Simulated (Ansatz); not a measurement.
The Ansatz input:

```
crystal:
  lattice:
    - [4.0528301093, 0.0, 0.0]
    - [0.0, 5.7315673066, 0.0]
    - [0.0, 0.0, 23.5973509599]
  atoms:
    - { symbol: Tl, position: [0.0, 0.5, 0.317832286] }
    - { symbol: Br, position: [0.5, 0.0, 0.317832286] }
    - { symbol: Tl, position: [0.0, 0.0, 0.4392774287] }
    - { symbol: Br, position: [0.5, 0.5, 0.4392774287] }
    - { symbol: Tl, position: [0.0, 0.5, 0.5607225713] }
    - { symbol: Br, position: [0.5, 0.0, 0.5607225713] }
    - { symbol: Tl, position: [0.0, 0.0, 0.682167714] }
    - { symbol: Br, position: [0.5, 0.5, 0.682167714] }
basis:
  ecutwfc: 420
kpoints:
  mp_grid: { grid: [7, 5, 1] }
hamiltonian:
  xc: pbe
scf:
  occupations: { method: gaussian, width: 0.05 }
output:
  forces: true
  eigenvalues: true
relax:
  adjacent_minimum: "off"
  f_tol: 0.02
  max_steps: 60
efield:
  axis: 3
  dipole_correction: true
  ramp_width: 0.04
```

Run as:
```bash
ansatz run input.yaml --threads 2 --pin off --max-ram 5632MiB --backend cpu --events-out ev --progress --plain --runs-dir out
```

What does the potential across the slab give for the band edges against vacuum?

From the vacuum level at the right face the ionisation potential is 5.75 eV and the electron affinity 3.21 eV; the left face gives the same. The slab's gap, their difference before rounding, is 2.54 eV. The two vacuum levels agree, so the slab has no net dipole along its normal. The outermost atoms are 8.4 Å apart, which leaves 15.2 Å of vacuum in a cell 23.6 Å high.

Spin-orbit coupling is left out, which matters for Tl.

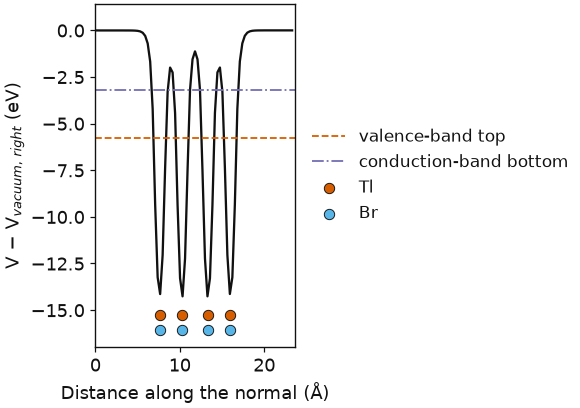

Plane-averaged electrostatic potential energy of an electron across the slab; circles at the bottom mark the heights of the atoms (positions after relaxation).
